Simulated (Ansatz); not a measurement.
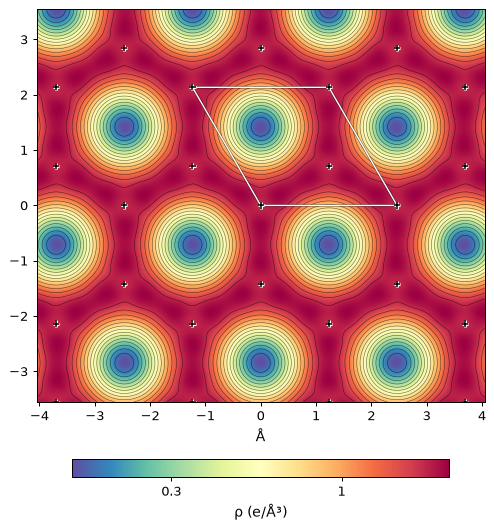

The valence electron density on a plane through atoms (crosses mark nuclei in the plane).

Theory: Ansatz, DFT PBE+D3(BJ), scalar-relativistic, plane waves, PAW.

Candidates:
A. C, a = 2.47 Å, b = 2.47 Å, c = 10.05 Å, α = 90.00°, β = 90.00°, γ = 120.00°. Space group R-3m.
B. WS2, a = 3.16 Å, b = 3.16 Å, c = 16.94 Å, α = 90.00°, β = 90.00°, γ = 120.00°. Space group P-6m2; a structure from a database of computed crystals, not necessarily the ambient phase.

Which candidate gave the map?

Candidate A: C on the (001) plane of the conventional cell, which holds C. C–C (1.42 Å): ρ is about 2 e/Å³ halfway.
